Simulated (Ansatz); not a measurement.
Input of the run:

```
crystal:
  lattice:
    - [4.0533413718, 0.0, 0.0]
    - [-2.0266706859, 3.5102965982, 0.0]
    - [0.0, 0.0, 22.8101591468]
  atoms:
    - { symbol: Te, position: [0.6666666667, 0.3333333333, 0.3288008624] }
    - { symbol: Pt, position: [0.0, 0.0, 0.3884058007] }
    - { symbol: Te, position: [0.3333333333, 0.6666666667, 0.448010739] }
    - { symbol: Te, position: [0.6666666667, 0.3333333333, 0.551989261] }
    - { symbol: Pt, position: [0.0, 0.0, 0.6115941993] }
    - { symbol: Te, position: [0.3333333333, 0.6666666667, 0.6711991376] }
basis:
  ecutwfc: 700
kpoints:
  mp_grid: { grid: [9, 9, 1] }
hamiltonian:
  xc: pbe
  dispersion: d3bj
scf:
  occupations: { method: gaussian, width: 0.1 }
output:
  forces: true
  stress: true
  eigenvalues: true
efield:
  axis: 3
  dipole_correction: true
  ramp_width: 0.04
```

Run as:
```bash
ansatz run input.yaml --threads 2 --pin off --max-ram 5632MiB --backend cpu --events-out ev --progress --plain --runs-dir out
```

What does the potential across the slab give for the work function?

The work function is 4.22 eV, the same on both faces. The two vacuum levels agree, so the slab has no net dipole along its normal. The outermost atoms are 7.8 Å apart, which leaves 15.0 Å of vacuum in a cell 22.8 Å high.

Spin-orbit coupling is left out, which matters for Pt.

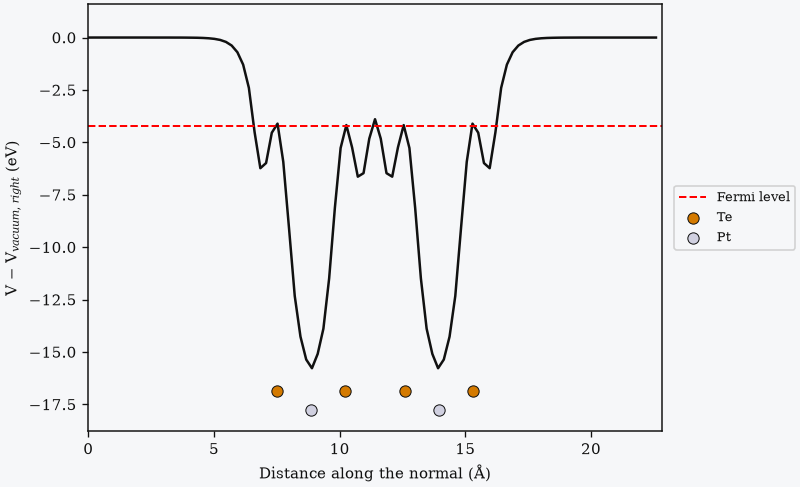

Plane-averaged electrostatic potential energy of an electron across the slab; circles at the bottom mark the heights of the atoms.
